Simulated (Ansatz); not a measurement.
## Single-point calculation of Ta2N (part 2 of 2)

The same run, continued: Ta2N (P-31m, 54 atoms in the cell); DFT PBE, scalar-relativistic, plane waves, PAW, no spin polarisation (Ansatz 0.2.0); cutoff 420 eV, 3×3×1 k-mesh, Gaussian smearing of 0.05 eV. The structure derives from a Materials Project entry.

What the program printed, continued
```
--- Forces (eV/Å), atoms counted from 1 ---
  atom   1  Ta     0.19340259     0.33498310    -0.03150855
  atom   2  Ta     0.19340259     0.33498310    -0.03150855
  atom   3  Ta     0.19340259     0.33498310    -0.03150855
  atom   4  Ta     0.19340259     0.33498310    -0.03150855
  atom   5  Ta     0.19340259     0.33498310    -0.03150855
  atom   6  Ta     0.19340259     0.33498310    -0.03150855
  atom   7  Ta     0.19340259    -0.33498310    -0.03150855
  atom   8  Ta     0.19340259    -0.33498310    -0.03150855
  atom   9  Ta     0.19340259    -0.33498310    -0.03150855
  atom  10  Ta     0.19340259    -0.33498310    -0.03150855
  atom  11  Ta     0.19340259    -0.33498310    -0.03150855
  atom  12  Ta     0.19340259    -0.33498310    -0.03150855
  atom  13  Ta    -0.38680517    -0.00000000    -0.03150855
  atom  14  Ta    -0.38680517    -0.00000000    -0.03150855
  atom  15  Ta    -0.38680517    -0.00000000    -0.03150855
  atom  16  Ta    -0.38680517    -0.00000000    -0.03150855
  atom  17  Ta    -0.38680517    -0.00000000    -0.03150855
  atom  18  Ta    -0.38680517    -0.00000000    -0.03150855
  atom  19  Ta    -0.19340259    -0.33498310     0.03150855
  atom  20  Ta    -0.19340259    -0.33498310     0.03150855
  atom  21  Ta    -0.19340259    -0.33498310     0.03150855
  atom  22  Ta    -0.19340259    -0.33498310     0.03150855
  atom  23  Ta    -0.19340259    -0.33498310     0.03150855
  atom  24  Ta    -0.19340259    -0.33498310     0.03150855
  atom  25  Ta    -0.19340259     0.33498310     0.03150855
  atom  26  Ta    -0.19340259     0.33498310     0.03150855
  atom  27  Ta    -0.19340259     0.33498310     0.03150855
  atom  28  Ta    -0.19340259     0.33498310     0.03150855
  atom  29  Ta    -0.19340259     0.33498310     0.03150855
  atom  30  Ta    -0.19340259     0.33498310     0.03150855
  atom  31  Ta     0.38680517     0.00000000     0.03150855
  atom  32  Ta     0.38680517     0.00000000     0.03150855
  atom  33  Ta     0.38680517     0.00000000     0.03150855
  atom  34  Ta     0.38680517     0.00000000     0.03150855
  atom  35  Ta     0.38680517     0.00000000     0.03150855
  atom  36  Ta     0.38680517     0.00000000     0.03150855
  atom  37  N     -0.00000000     0.00000000     0.00000000
  atom  38  N      0.00000000     0.00000000     0.00000000
  atom  39  N      0.00000000     0.00000000     0.00000000
  atom  40  N      0.00000000     0.00000000     0.00000000
  atom  41  N      0.00000000     0.00000000     0.00000000
  atom  42  N     -0.00000000     0.00000000     0.00000000
  atom  43  N     -0.00000000    -0.00000000    -0.00000000
  atom  44  N      0.00000000    -0.00000000    -0.00000000
  atom  45  N      0.00000000    -0.00000000    -0.00000000
  atom  46  N     -0.00000000    -0.00000000    -0.00000000
  atom  47  N     -0.00000000    -0.00000000    -0.00000000
  atom  48  N     -0.00000000    -0.00000000    -0.00000000
  atom  49  N     -0.00000000     0.00000000     0.00000000
  atom  50  N      0.00000000     0.00000000     0.00000000
  atom  51  N      0.00000000     0.00000000     0.00000000
  atom  52  N     -0.00000000    -0.00000000     0.00000000
  atom  53  N      0.00000000    -0.00000000     0.00000000
  atom  54  N      0.00000000     0.00000000     0.00000000
  max |Σ_I F_I| component: 3.31e-16 eV/Å
--- Band table (eV) ---
  k-point 0: bands = ["-48.5446", "-48.5109", "-48.5038", "-48.4951", "-48.4951", "-48.4951", "-48.4951", "-48.4948", "-48.4948", "-48.4762", ... 113 levels left out ..., "-14.7389", "-14.7389", "-14.7319", "-14.7319", "-14.7192", "-14.7192", "-14.6998", "-14.6998", "-14.6908", "-14.6908", "-14.6908", "-14.6908", "-14.6359", "-14.6359", "-14.6123", "-14.6123", "-14.6109", "-14.6109", "-14.6109", "-14.6109", "-14.5930", "2.0940", "2.9900", "3.1942", "3.1942", "3.1978", "3.2270", "3.2270", "3.2364",
      "3.2364", "3.2364", "3.2364", "3.2656", "3.2656", "3.2656", "3.2656", "3.4926", "3.5340", "4.0734", "11.3365", "11.4183", "11.4183", "11.5098", "11.5098", "11.5098", "11.5098", "11.5435", "11.5435", "11.7772", "12.1473", "12.1473", "12.3164", "12.3164", "12.3164", "12.3164", "12.6670", "12.6692", "12.6692", "12.9286", "12.9286", "13.0112", "13.0112", "13.0112", "13.0112", "13.0880", "13.0880", "13.1814", "13.1814", "13.1814",
      "13.1814", "13.2102", "13.2102", "13.3346", "13.3346", "13.3346", "13.3346", "13.5616", "13.5922", "13.5922", "13.6181", "13.6181", "13.6970", "13.8740", "13.8740", "13.8891", "14.0046", "14.0232", "14.0232", "14.3204", "14.3204", "14.3204", "14.3204", "14.4417", "14.4417", "15.8226", "15.8226", "15.8226", "15.8226", "16.0044", "16.0044", "16.0302", "16.0302", "16.5540", "16.5540", "16.6638", "16.6638", "16.6638", "16.6638", "16.7155",
      "16.9170", "16.9728", "16.9837", "16.9837", "16.9837", "16.9837", "17.1736", "17.1736", "17.1736", "17.1736", "17.2138", "17.2138", "17.2509", "17.2509", "17.4329", "17.6075", "17.6075", "17.6574", "17.6574", "17.9014", "17.9014", "18.0210", "18.0250", "18.0250", "18.0250", "18.0250", "18.1299", "18.1299", "18.2254", "18.2906", "18.2906", "18.4281", "18.4281", "18.4281", "18.4281", "18.4793", "18.4793", "18.9439", "19.0815", "19.3882",
      "19.3882", "19.3975", "19.3975", "19.3975", "19.3975", "19.4987", "19.7774", "19.7774", "20.5132", "20.5132", "20.5866", "20.5866", "20.6052", "20.6052", "20.6052", "20.6052", "20.6689", "20.6689", "20.7140", "20.7140", "20.7360", "21.0005", "21.0005", "21.1816", "21.1816", "21.1816", "21.1816", "21.5360", "21.5360", "21.6022", "21.6022", "21.7356", "21.7356", "21.7356", "21.7356", "21.9079", "21.9079", "22.0027", "22.0027", "22.3694",
      "22.3694", "22.3694", "22.3694", "22.5705", "22.5705", "22.6403", "22.6403", "22.6615", "22.6615", "22.7025", "22.7025"]
  k-point 1: bands = ["-48.5373", "-48.5184", "-48.5054", "-48.5030", "-48.5028", "-48.4987", "-48.4915", "-48.4859", "-48.4818", "-48.4817", ... 113 levels left out ..., "-14.7604", "-14.7545", "-14.7382", "-14.7328", "-14.7244", "-14.7221", "-14.7175", "-14.7164", "-14.7070", "-14.6918", "-14.6882", "-14.6714", "-14.6531", "-14.6409", "-14.6374", "-14.6333", "-14.6269", "-14.6238", "-14.6040", "-14.6021", "-14.5968", "2.2804", "2.7424", "3.0025", "3.0397", "3.1455", "3.1813", "3.1962", "3.1970",
      "3.1976", "3.1996", "3.2823", "3.3385", "3.3804", "3.4643", "3.4702", "3.5670", "3.6170", "3.9450", "11.3023", "11.4132", "11.5896", "11.6070", "11.6218", "11.6874", "11.7556", "11.7691", "11.9017", "11.9214", "12.0992", "12.1242", "12.1391", "12.1420", "12.1779", "12.2989", "12.3083", "12.3095", "12.5548", "12.5976", "12.6761", "12.7480", "12.8115", "12.8284", "12.8622", "12.9894", "13.1034", "13.1169", "13.1411", "13.2220",
      "13.2345", "13.2847", "13.3076", "13.3713", "13.3874", "13.4589", "13.4775", "13.5730", "13.6272", "13.7472", "13.7537", "13.8067", "13.8124", "13.8380", "13.9857", "13.9959", "14.0628", "14.1047", "14.2048", "14.2093", "14.2713", "14.3060", "14.3225", "14.3721", "14.5527", "15.4211", "15.6693", "15.9274", "15.9856", "15.9945", "16.1209", "16.1697", "16.2746", "16.4292", "16.4610", "16.6474", "16.6845", "16.7306", "16.7306", "16.8153",
      "16.8687", "16.9020", "16.9137", "16.9404", "16.9682", "17.0268", "17.0742", "17.0826", "17.1889", "17.2655", "17.2895", "17.3338", "17.3708", "17.5012", "17.5113", "17.6038", "17.6955", "17.7065", "17.8056", "17.8437", "17.8707", "17.8864", "17.9388", "17.9430", "17.9508", "17.9601", "18.0062", "18.0744", "18.2684", "18.2721", "18.3150", "18.3764", "18.3781", "18.4036", "18.4168", "18.5008", "18.6112", "18.7213", "18.7780", "18.9403",
      "18.9617", "18.9785", "19.5062", "19.5841", "19.6855", "19.7493", "19.7848", "19.9016", "20.1147", "20.1426", "20.2095", "20.2651", "20.2765", "20.2978", "20.3109", "20.4737", "20.4821", "20.6136", "20.6364", "20.7895", "20.8644", "20.9038", "20.9428", "20.9670", "20.9975", "21.0005", "21.0031", "21.0327", "21.2766", "21.4798", "21.4840", "21.6551", "21.8323", "21.8494", "21.8951", "21.9198", "21.9559", "21.9752", "22.0633", "22.1064",
      "22.2490", "22.2931", "22.3571", "22.3756", "22.4734", "22.4913", "22.4934", "22.5226", "22.5259", "22.5464", "22.5856"]
  k-point 2: bands = ["-48.5242", "-48.5242", "-48.5242", "-48.4958", "-48.4958", "-48.4958", "-48.4898", "-48.4898", "-48.4898", "-48.4835", ... 113 levels left out ..., "-14.7457", "-14.7457", "-14.7457", "-14.7441", "-14.7441", "-14.7441", "-14.7126", "-14.7126", "-14.7126", "-14.6758", "-14.6758", "-14.6758", "-14.6462", "-14.6462", "-14.6462", "-14.6422", "-14.6422", "-14.6422", "-14.6008", "-14.6008", "-14.6008", "2.6024", "2.6024", "2.6024", "3.1174", "3.1174", "3.1174", "3.1994", "3.1994",
      "3.1994", "3.3738", "3.3738", "3.3738", "3.3866", "3.3866", "3.3866", "3.7385", "3.7385", "3.7385", "11.5173", "11.5173", "11.5173", "11.6364", "11.6364", "11.6364", "11.9435", "11.9435", "11.9435", "12.0630", "12.0630", "12.0630", "12.1274", "12.1274", "12.1274", "12.3122", "12.3122", "12.3122", "12.5332", "12.5332", "12.5332", "12.5487", "12.5487", "12.5487", "12.9097", "12.9097", "12.9097", "13.0533", "13.0533", "13.0533",
      "13.3628", "13.3628", "13.3628", "13.3676", "13.3676", "13.3676", "13.6751", "13.6751", "13.6751", "13.9265", "13.9265", "13.9265", "13.9464", "13.9464", "13.9464", "14.0504", "14.0504", "14.0504", "14.1796", "14.1796", "14.1796", "14.2390", "14.2390", "14.2390", "15.1949", "15.1949", "15.1949", "15.9750", "15.9750", "15.9750", "16.3990", "16.3990", "16.3990", "16.4583", "16.4583", "16.4583", "16.6517", "16.6517", "16.6517", "16.7764",
      "16.7764", "16.7764", "16.9439", "16.9439", "16.9439", "17.2834", "17.2834", "17.2834", "17.3034", "17.3034", "17.3034", "17.4112", "17.4112", "17.4112", "17.5857", "17.5857", "17.5857", "17.6546", "17.6546", "17.6546", "17.8816", "17.8816", "17.8816", "17.8981", "17.8981", "17.8981", "17.9285", "17.9285", "17.9285", "18.4918", "18.4918", "18.4918", "18.5108", "18.5108", "18.5108", "18.6555", "18.6555", "18.6555", "18.6621", "18.6621",
      "18.6621", "19.4761", "19.4761", "19.4761", "19.6658", "19.6658", "19.6658", "19.8798", "19.8798", "19.8798", "20.0524", "20.0524", "20.0524", "20.1721", "20.1721", "20.1721", "20.5575", "20.5575", "20.5575", "20.5943", "20.5943", "20.5943", "20.9618", "20.9618", "20.9618", "21.3337", "21.3337", "21.3337", "21.6946", "21.6946", "21.6946", "21.7028", "21.7028", "21.7028", "21.8241", "21.8241", "21.8241", "21.8316", "21.8316", "21.8316",
      "22.0714", "22.0714", "22.0714", "22.3911", "22.3911", "22.3911", "22.4865", "22.4865", "22.4865", "22.5866", "22.5866"]
```

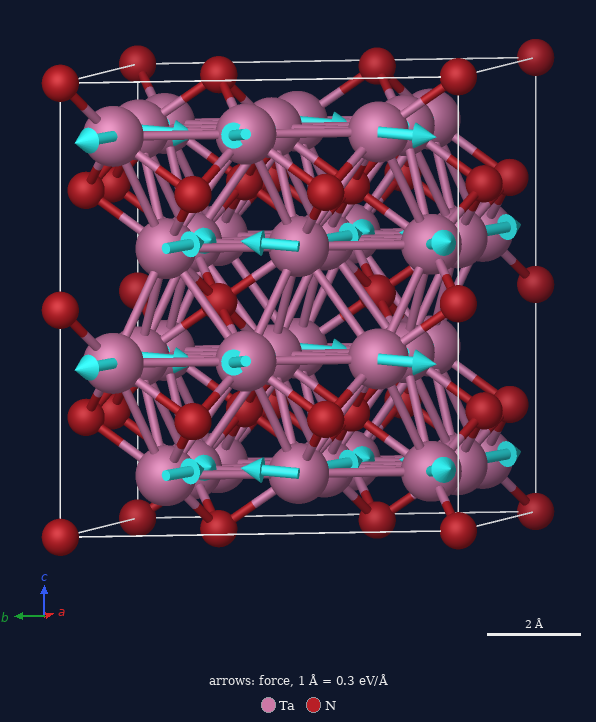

Fig. 1: Forces on the atoms as teal arrows (ball-and-stick view of the cell of the calculation, seen at an oblique angle). The largest act on all 36 Ta atoms (0.39 eV/Å). Atoms are counted from 1 in the order of the input and aren't labelled in the picture. 

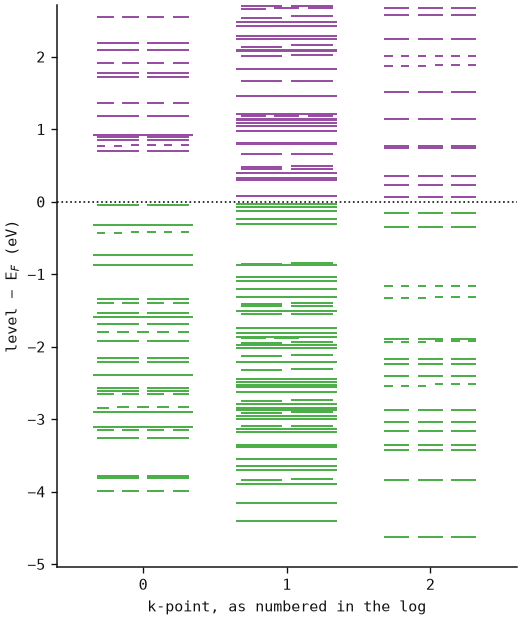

Fig. 2: Kohn–Sham levels near the Fermi level (dotted) at the few k-points that the log prints; levels within 0.02 eV of each other stand side by side. The system is metallic on the full mesh.

Results in brief

```json
{"quantity": "outcome", "value": "converged"}
{"quantity": "space group (tolerance 0.01 Å)", "value": "P-31m (162)"}
{"quantity": "electrons treated", "value": "558"}
{"quantity": "free energy", "value": "−364522.1565 eV"}
{"quantity": "Fermi energy", "value": "19.820 eV"}
{"quantity": "gap on the k-point mesh", "value": "none (metallic)"}
{"quantity": "largest force (length of the vector)", "value": "0.388 eV/Å"}
{"quantity": "hardware", "value": "8 threads of Arm Neoverse V2, 24 GiB of memory available, shared host"}
{"quantity": "wall time", "value": "7.7 s (CPU time 58 s)"}
{"quantity": "peak memory", "value": "3.3 GiB"}
```

Warnings of the run: the structure was made exactly symmetric. Spin–orbit coupling is left out, which matters for Ta. The k-point mesh is coarse for a cell of this size, so the results may not be converged.
